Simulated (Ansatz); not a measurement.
## Run report: Al, geometry relaxation

- system: Al (I4/mmm, 2 atoms in the cell)
- method: DFT PBE, scalar-relativistic, plane waves, PAW, no spin polarisation (Ansatz 0.2.0)

The structure derives from a Materials Project entry. It belongs to a series of runs on one base structure; here: uniaxial strain along c, a, b and atoms relaxed: -3.0 %. Figures and captions count atoms from 1; the log counts them from 0 in places.

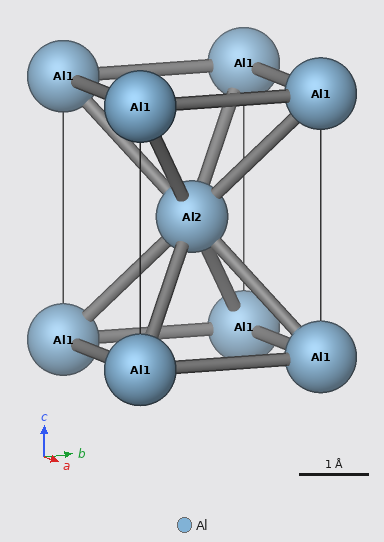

Fig. 1: The starting structure (ball-and-stick view of the cell of the calculation, seen slightly off an axis; atoms are numbered from 1 in the order of the input). An atom can appear more than once, as a periodic image. Near neighbours in the periodic cell (some may lie outside the picture): Al has 12 Al at 2.83 to 2.88 Å.

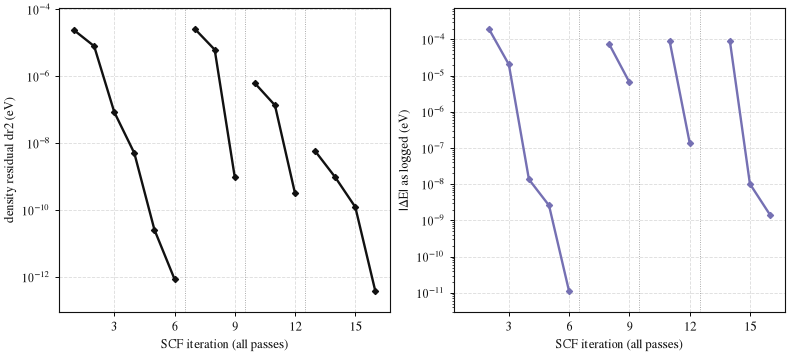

Fig. 2: Convergence of the self-consistent field: density residual dr2 and size of the energy change against the SCF iteration. The dotted lines part the SCF passes of the relaxation: geometry steps, rejected trials and re-solves on a re-selected basis. The passes take 6, 3, 3 and 4 iterations.

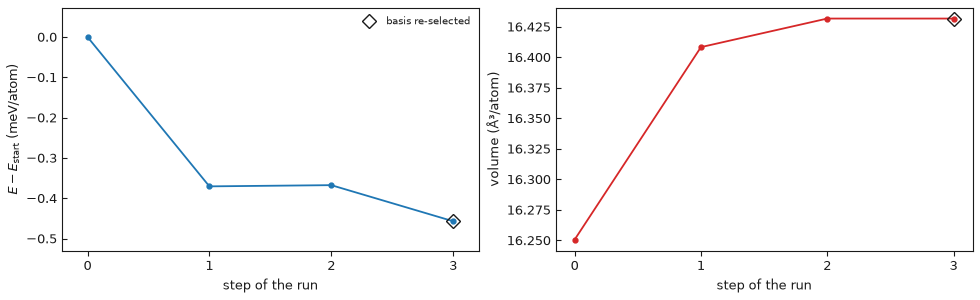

Fig. 3: Progress of the relaxation, step by step (the first geometry is step 0 here and step 1 in the log).

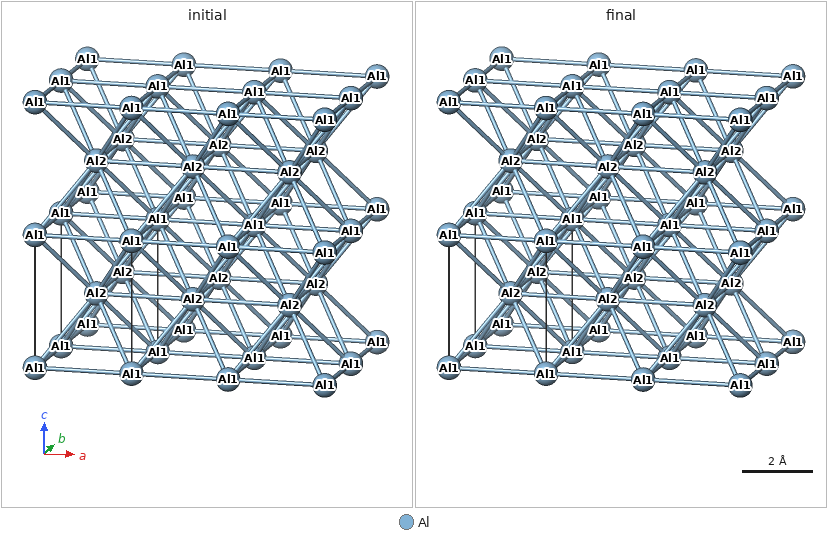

Fig. 4: Before (left) and after (right) the relaxation, at one scale (ball-and-stick view of the cell of the calculation, repeated 3 × 2 × 2, seen slightly off an axis). The atoms keep their places relative to the cell (all moves are under 0.005 Å). The volume changes by +1.1 %, with a = b 2.879 → 2.895 Å (+0.6 %), c stays at 3.920 Å. Among the contacts that change: Al1–Al1 2.879 → 2.895 Å, Al1–Al2 2.826 → 2.834 Å. The space group stays I4/mmm (No. 139). The energy falls by 0.4 meV per atom in 2 geometry steps. All forces vanish by symmetry, so only the cell relaxes. Pressure: 1.34 GPa at the start and 0.46 GPa at the end. A last SCF at the same geometry on a re-selected plane-wave basis shifts the energy by −0.1 meV per atom. (Atoms are counted from 1 in the order of the input.)

These pictures come from the run below.

The input:
```yaml
crystal:
  lattice:
    - [2.0359665391, 2.0359665391, 0.0]
    - [-2.0359665391, 2.0359665391, 0.0]
    - [0.0, 0.0, 3.9203722937]
  atoms:
    - { symbol: Al, position: [0.0, 0.0, 0.0] }
    - { symbol: Al, position: [0.5, 0.5, 0.5] }
basis:
  ecutwfc: 420
kpoints:
  mp_grid: { grid: [18, 18, 14] }
hamiltonian:
  xc: pbe
scf:
  occupations: { method: gaussian, width: 0.1 }
output:
  forces: true
  stress: true
  eigenvalues: true
relax:
  adjacent_minimum: "off"
  f_tol: 0.008
  max_steps: 40
  cell: { stress_tol: 0.015, fix: [c, angles] }
```

Launched with:
```bash
ansatz run input.yaml --threads 1 --pin off --max-ram 2560MiB --backend cpu --events-out ev --progress --plain --runs-dir out
```

Output:
```
Engine: ansatz 0.2.0, x86_64-unknown-linux-gnu
Pseudopotentials: kind: paw
Pseudopotential: Al, paw, valence charge 3, recommended cutoff 420 eV (normal), Al.paw.azcp
Functional definition: PBE
  parameter kappa = 0.804
  parameter beta = 0.06672455060314922
  exchange = pbe_x(kappa = kappa, mu = beta*pi^2/3)
  correlation = pbe_c(beta = beta)
Crystal: 2 atoms, lattice volume = 32.501 Å³
Basis set: ecut = 420 eV, 633 PW (Γ), exchange–correlation on 40×40×54 points (8 copies of the dense FFT grid, shifted against one another)
Bands: 7, of which v1, the nominal top of the filled ones, is band 3 counted from 1 (2 counted from 0)
Symmetry: 32 space group operations
Space group: I4/mmm (ITA 139), of the structure as read, at distance tolerance 3.2e-5 Å
k-points: 440 of 4536
Non-local potential: Al, projectors of the file, l = 0: 2, l = 1: 2, l = 2: 1
PAW form: soft (Blöchl's): semilocal exchange-correlation on the pseudo side does not see the compensation charge
PAW one-centre angular grid: Al, 110 points (default); XC on 64 Gauss nodes
Initial density: superposition of atomic densities (neutral atoms: chi_scale 0, normalization atom), corrected by the library's trained network
Initial wavefunctions: pseudopotential atomic-orbital guess
Functional: x = pbe(κ = 0.804, μ = 0.2195149727645171), c = pbe(β = 0.06672455060314922)
SCF iter   1: F=—  HF=-1074.998263 eV  |F-HF|=—  |Δ(HF+E_count)|=         —  Δρ=4.83e-4  dr2=2.40e-5  ethr=1.77e-3  ⟨swp⟩=5.1  Hψ=24580  notcnv=0
preconditioner: auto → none  [metal: Δε(μ)=0.035 eV  Ē_g=9.081 eV  σ=0.100 eV  W_gap=0.19  n_scr=2 (ndim 8)  ℏωp=16.0 eV  f_vac=0.000  D(μ)=0.88/eV (n_scr^D=6)  sad-step TF]
SCF iter   2: F=—  HF=-1074.998461 eV  |F-HF|=—  |Δ(HF+E_count)|=   1.98e-4  Δρ=2.71e-4  dr2=8.02e-6  ethr=4.00e-7  ⟨swp⟩=1.9  Hψ=7240  notcnv=0
iter 3 did not close the SCF: its close was put off for the readings that it lacked (scf_convergence_deferred on its scf_iter line)
SCF iter   3: F=-1074.998481 eV  HF=-1074.998481 eV  |F-HF|=1.74e-8  |Δ(HF+E_count)|=   2.03e-5  Δρ=1.81e-5  dr2=8.62e-8  ethr=1.34e-7  ⟨swp⟩=2.0  Hψ=4308  notcnv=0
iter 4 did not close the SCF: its close was put off for the readings that it lacked (scf_convergence_deferred on its scf_iter line)
SCF iter   4: F=-1074.998481 eV  HF=-1074.998481 eV  |F-HF|=2.22e-9  |Δ(HF+E_count)|=   1.36e-8  Δρ=4.91e-6  dr2=5.07e-9  ethr=1.44e-9  ⟨swp⟩=2.0  Hψ=4266  notcnv=0
iter 5 did not close the SCF: its close was put off for the readings that it lacked (scf_convergence_deferred on its scf_iter line)
SCF iter   5: F=-1074.998481 eV  HF=-1074.998481 eV  |F-HF|=1.30e-11  |Δ(HF+E_count)|=   2.59e-9  Δρ=2.84e-7  dr2=2.61e-11  ethr=8.45e-11  ⟨swp⟩=2.1  Hψ=4338  notcnv=0
SCF iter   6: F=-1074.998481 eV  HF=-1074.998481 eV  |F-HF|=4.55e-13  |Δ(HF+E_count)|=  1.09e-11  Δρ=5.19e-8  dr2=8.74e-13  ethr=1.00e-12  ⟨swp⟩=1.5  Hψ=8988  notcnv=0
SCF 1 converged in 6 iterations: F = -1074.998481 eV  dr2 = 8.74e-13
  greatest PAW one-centre occupation: 0.447 electrons in one spin orbital (limit 2), on the Al atom at site 1 (counted from 0), in its partial waves of l = 0
relax step   1: F+E_penalty+E_count = -1074.99848091 eV  Δ(F+E_penalty+E_count) = +0.000e0 eV  max|allowed force component| = 6.163e-33 eV/Å  Δτ_max = 0.0000 Å  P = +1.338 GPa  Ω = 32.501 Å³  fix = [c, alpha, beta, gamma]  reactions: c +2.403 GPa  (6 SCF iters, dr2 threshold 1.00e-7 eV, accepted)
Crystal: 2 atoms, lattice volume = 32.816 Å³
Initial density: handed on by an earlier stage of this run
Initial wavefunctions: those handed on with the density
iter 1 solved again at ethr=3.84e-7 eV; its pass at ethr=3.10e-3 eV (dr2=2.30e-5 eV) is discarded
SCF iter   1: F=—  HF=-1074.999155 eV  |F-HF|=—  |Δ(HF+E_count)|=         —  Δρ=2.90e-4  dr2=2.67e-5  ethr=3.84e-7  ⟨swp⟩=2.0  Hψ=27610  notcnv=0
preconditioner: auto → none  [metal: Δε(μ)=0.001 eV  Ē_g=9.025 eV  σ=0.100 eV  W_gap=0.01  n_scr=2 (ndim 8)  ℏωp=15.9 eV  f_vac=0.000  D(μ)=0.88/eV (n_scr^D=6)]
SCF iter   2: F=—  HF=-1074.999229 eV  |F-HF|=—  |Δ(HF+E_count)|=   7.31e-5  Δρ=1.42e-4  dr2=6.30e-6  ethr=3.84e-7  ⟨swp⟩=1.0  Hψ=3080  notcnv=0
SCF iter   3: F=-1074.999222 eV  HF=-1074.999222 eV  |F-HF|=7.08e-10  |Δ(HF+E_count)|=   6.57e-6  Δρ=2.30e-6  dr2=9.69e-10  ethr=3.33e-9  ⟨swp⟩=3.1  Hψ=10453  notcnv=0
SCF 2 converged in 3 iterations: F = -1074.999222 eV  dr2 = 9.69e-10
relax step   2: F+E_penalty+E_count = -1074.99922196 eV  Δ(F+E_penalty+E_count) = -7.410e-4 eV  max|allowed force component| = 2.773e-32 eV/Å  Δτ_max = 0.0000 Å  P = +0.563 GPa  Ω = 32.816 Å³  energy of the carried Pulay correction = -1.439e-4 eV  fix = [c, alpha, beta, gamma]  reactions: c +1.482 GPa  (3 SCF iters, dr2 threshold 2.00e-7 eV, accepted)
Crystal: 2 atoms, lattice volume = 32.863 Å³
iter 1 solved again at ethr=8.95e-9 eV; its pass at ethr=3.10e-3 eV (dr2=5.37e-7 eV) is discarded
SCF iter   1: F=—  HF=-1074.999124 eV  |F-HF|=—  |Δ(HF+E_count)|=         —  Δρ=4.45e-5  dr2=6.25e-7  ethr=8.95e-9  ⟨swp⟩=2.0  Hψ=27491  notcnv=0
preconditioner: auto → none  [metal: Δε(μ)=0.013 eV  Ē_g=9.017 eV  σ=0.100 eV  W_gap=0.07  n_scr=2 (ndim 8)  ℏωp=15.9 eV  f_vac=0.000  D(μ)=0.87/eV (n_scr^D=6)]
SCF iter   2: F=—  HF=-1074.999216 eV  |F-HF|=—  |Δ(HF+E_count)|=   9.25e-5  Δρ=2.10e-5  dr2=1.37e-7  ethr=8.95e-9  ⟨swp⟩=2.1  Hψ=4397  notcnv=0
SCF iter   3: F=-1074.999216 eV  HF=-1074.999216 eV  |F-HF|=7.55e-11  |Δ(HF+E_count)|=   1.40e-7  Δρ=1.22e-6  dr2=3.16e-10  ethr=4.46e-10  ⟨swp⟩=2.7  Hψ=9370  notcnv=0
SCF 3 converged in 3 iterations: F = -1074.999216 eV  dr2 = 3.16e-10
relax step   3: F+E_penalty+E_count = -1074.99921636 eV  Δ(F+E_penalty+E_count) = +5.606e-6 eV  max|allowed force component| = 2.465e-32 eV/Å  Δτ_max = 0.0000 Å  P = +0.452 GPa  Ω = 32.863 Å³  energy of the carried Pulay correction = -1.651e-4 eV  fix = [c, alpha, beta, gamma]  reactions: c +1.347 GPa  (3 SCF iters, dr2 threshold 2.68e-8 eV, accepted)
Initial wavefunctions: pseudopotential atomic-orbital guess (no wavefunctions were taken with the density)
iter 1 solved again at ethr=3.22e-9 eV; its pass at ethr=3.10e-3 eV (dr2=1.93e-7 eV) is discarded
SCF iter   1: F=—  HF=-1074.999302 eV  |F-HF|=—  |Δ(HF+E_count)|=         —  Δρ=1.05e-5  dr2=5.86e-9  ethr=3.22e-9  ⟨swp⟩=3.0  Hψ=34096  notcnv=0
SCF iter   2: F=—  HF=-1074.999395 eV  |F-HF|=—  |Δ(HF+E_count)|=   9.30e-5  Δρ=5.54e-6  dr2=9.68e-10  ethr=9.77e-11  ⟨swp⟩=2.0  Hψ=4469  notcnv=0
SCF iter   3: F=—  HF=-1074.999395 eV  |F-HF|=—  |Δ(HF+E_count)|=   1.02e-8  Δρ=1.94e-6  dr2=1.24e-10  ethr=1.61e-11  ⟨swp⟩=2.1  Hψ=4444  notcnv=0
SCF iter   4: F=-1074.999395 eV  HF=-1074.999395 eV  |F-HF|=0.00e0  |Δ(HF+E_count)|=   1.43e-9  Δρ=4.12e-8  dr2=3.72e-13  ethr=1.00e-12  ⟨swp⟩=3.0  Hψ=11624  notcnv=0
SCF 4 converged in 4 iterations: F = -1074.999395 eV  dr2 = 3.72e-13
relax step   4: F+E_penalty+E_count = -1074.99939485 eV  Δ(F+E_penalty+E_count) = -1.785e-4 eV  max|allowed force component| = 2.773e-32 eV/Å  Δτ_max = 0.0000 Å  P = +0.459 GPa  Ω = 32.863 Å³  fix = [c, alpha, beta, gamma]  reactions: c +1.352 GPa  stress off target by 1.29e-2 GPa on what of the cell is left free  SCF on the basis re-selected at this cell (its energy is not comparable with the rows above)  (4 SCF iters)
basis re-selected at this cell: Δ(F+E_penalty+E_count) = -1.785e-4 eV, ΔP = +0.008 GPa vs the last step (what re-selecting the basis moved, of the pressure what is left beyond the Pulay correction that the steps carried, after the strain that the cell walked since its last selection, with what the two solves' SCF thresholds leave and, on support functions, any second-order correction that the steps lacked; it is no measure of the basis error at this ecutwfc). This SCF's stress stands 1.29e-2 GPa from its target on what of the cell is left free (relax.cell.stress_tol is 1.50e-2 GPa) and its largest allowed force component is 2.77e-32 eV/Å (relax.f_tol is 8.00e-3 eV/Å): within both
SCF converged after 4 iterations
Free energy (F): -1074.999395 eV
Harris-Foulkes:  -1074.999395 eV  (|F-HF|=0.00e0)
Internal energy: -1074.995023 eV  (E = F + TS)
E sigma→0 (E₀):  -1074.997209 eV
Entropy (-TS):   -0.004372 eV (-2.186 meV/atom)
Fermi energy:    7.993725 eV
--- Per-component energies (eV) ---
  E_band       = 21.332217
  E_kinetic    = 45.652468
  E_local      = 19.910636  (includes V_loc(G=0)·N_el)
  E_nonlocal   = 20.673655
  E_hartree    = 0.206772
  E_xc         = -79.517889
  E_vxc        = -57.983316  (∫ρ·V_xc dr)
  E_paw        = -934.690306  (= ΣΔE_a)
  E_vpaw       = -7.334766  (= ΣTr[D̂ρ^β])
  E_aug_tail   = -0.000004  (compensation charges beyond the density's cutoff)
  E_ewald      = -147.230356
  E_smearing   = -0.004372  (= −TS)
  E_closure    = -0.000000  (closes the sum)
  Σ components = -1074.999395   (vs F -1074.999395, Δ=0.00e0)
--- Forces (eV/Å), atoms counted from 1 ---
  atom   1  Al     0.00000000     0.00000000     0.00000000
  atom   2  Al     0.00000000     0.00000000     0.00000000
  max |Σ_I F_I| component: 6.78e-32 eV/Å
--- Stress (GPa, compression-positive) ---
        0.012905      -0.000000       0.000000
        0.000000       0.012905       0.000000
        0.000000       0.000000       1.352194
  P = ⅓ Tr σ = 0.4593 GPa (4.593 kbar)
--- Band table (eV; the first three rows and the last of 440) ---
  k-point 0: bands = ["-3.1682", "5.4982", "6.9851", "12.8866", "13.0783", "13.0783", "16.5449"]
  k-point 1: bands = ["-3.1191", "4.7808", "7.7862", "12.9352", "13.1198", "13.1198", "16.5909"]
  k-point 2: bands = ["-2.9719", "3.6955", "9.1229", "13.0809", "13.2446", "13.2446", "16.7281"]
  k-point 439: bands = ["7.0589", "7.0589", "7.0589", "7.0589", "7.9791", "7.9791", "8.9524"]
--- Relaxed structure (3 steps of the walk, 3 accepted, 1 SCFs on fresh bases) ---
  F+E_penalty+E_count = -1074.99939485 eV   max|allowed force component| = 2.773e-32 eV/Å   (the final SCF, on the basis selected at the relaxed cell)
  cell:  # Å, volume = 32.8633 Å³
    - [2.0472785599582237, 2.0472785599582237, 0.0]
    - [-2.0472785599582237, 2.0472785599582237, 0.0]
    - [0.0, 0.0, 3.9203722937]
  atoms:
    - { symbol: Al, position: [0.0, 0.0, 0.0] }
    - { symbol: Al, position: [0.5, 0.5, 0.49999999999999994] }
```

Trajectory as extended XYZ (Å, eV, eV/Å), 4 frames, from step=1 to step=4:
```
2
Lattice="2.0360 2.0360 0.0000 -2.0360 2.0360 0.0000 0.0000 0.0000 3.9204" Properties=species:S:1:pos:R:3:forces:R:3 step=1 energy=-1074.99848 pressure_GPa=1.34
Al    0.0000    0.0000    0.0000    0.0000   0.0000   0.0000
Al    0.0000    2.0360    1.9602    0.0000   0.0000   0.0000
2
Lattice="2.0458 2.0458 0.0000 -2.0458 2.0458 0.0000 0.0000 0.0000 3.9204" Properties=species:S:1:pos:R:3:forces:R:3 step=2 energy=-1074.99922 pressure_GPa=0.56
Al    0.0000    0.0000    0.0000    0.0000   0.0000   0.0000
Al    0.0000    2.0458    1.9602    0.0000   0.0000   0.0000
2
Lattice="2.0473 2.0473 0.0000 -2.0473 2.0473 0.0000 0.0000 0.0000 3.9204" Properties=species:S:1:pos:R:3:forces:R:3 step=3 energy=-1074.99922 pressure_GPa=0.45
Al    0.0000    0.0000    0.0000    0.0000   0.0000   0.0000
Al    0.0000    2.0473    1.9602    0.0000   0.0000   0.0000
2
Lattice="2.0473 2.0473 0.0000 -2.0473 2.0473 0.0000 0.0000 0.0000 3.9204" Properties=species:S:1:pos:R:3:forces:R:3 step=4 energy=-1074.99940 pressure_GPa=0.46
Al    0.0000    0.0000    0.0000    0.0000   0.0000   0.0000
Al    0.0000    2.0473    1.9602    0.0000   0.0000   0.0000
```

Key numbers:

| quantity | value |
| --- | --- |
| outcome | converged |
| space group (tolerance 0.01 Å) | I4/mmm (139) |
| electrons treated | 6 |
| free energy | −1074.9994 eV |
| Fermi energy | 7.994 eV |
| gap on the k-point mesh | none (metallic) |
| pressure | 0.46 GPa |
| final volume | 32.86 Å³ |
| largest force (length of the vector) at the end | under 0.001 eV/Å |
| final cell | a = 2.895 Å, b = 2.895 Å, c = 3.920 Å, α = 90.00°, β = 90.00°, γ = 90.00° |
| hardware | 1 thread of Intel Xeon (Granite Rapids), 32 GiB of memory available, shared host |
| wall time | 12 s |
| peak memory | 0.48 GiB |
